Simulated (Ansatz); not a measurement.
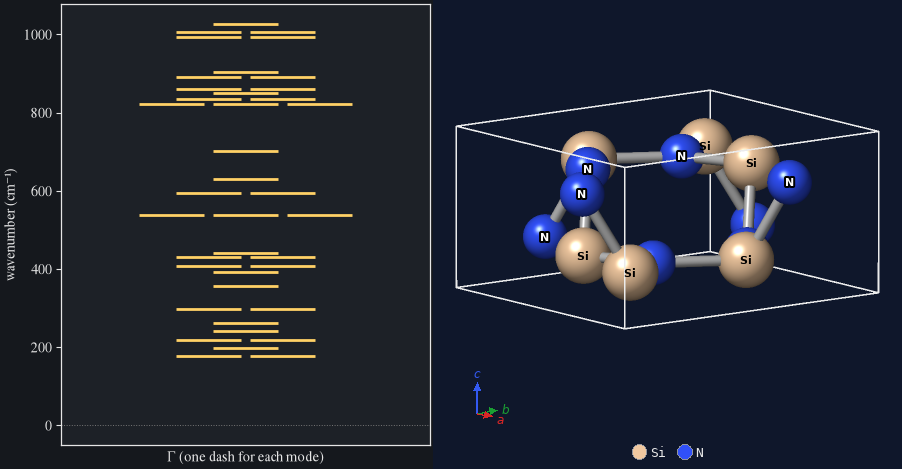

The picture above shows the zone-centre optical phonon frequencies (the three acoustic modes are left out) for Si₃N₄, space group P6_3/m (No. 176). The conventional cell is drawn beside the plot.

Structure:
```
CELL_PARAMETERS angstrom
7.66356 0.00000 0.00000
-3.83178 6.63684 0.00000
0.00000 0.00000 2.92652
ATOMIC_POSITIONS crystal
Si 0.76891 0.17501 0.32563
Si 0.59390 0.76891 0.82563
Si 0.82499 0.59390 0.32563
Si 0.23109 0.82499 0.82563
Si 0.40610 0.23109 0.32563
Si 0.17501 0.40610 0.82563
N 0.03083 0.33000 0.32563
N 0.70083 0.03083 0.82563
N 0.67000 0.70083 0.32563
N 0.96917 0.67000 0.82563
N 0.29917 0.96917 0.32563
N 0.33000 0.29917 0.82563
N 0.33333 0.66667 0.82563
N 0.66667 0.33333 0.32563
```

How it was computed, with Ansatz 0.2.0: harmonic phonon frequencies at the zone centre with atoms at rest in the given cell, without the long-range term of polar modes, the three translations left out, imaginary frequencies are negative; plane waves with PAW datasets, Γ-centred k mesh. Level: PBE, no spin polarisation.

wave cutoff 420 eV; k mesh 6×6×8; occupations fixed; pressure 0 GPa; phonon method linear response.

Are there unstable modes?

No frequency is imaginary, so the structure is stable to these displacements (zone-boundary modes weren't tested here).

Where does the highest mode lie?

The highest mode lies at 1026.8 cm⁻¹ (without the field of polar modes).

Keep in mind: structure snapped to symmetry; symmetry narrowed by fft grid.
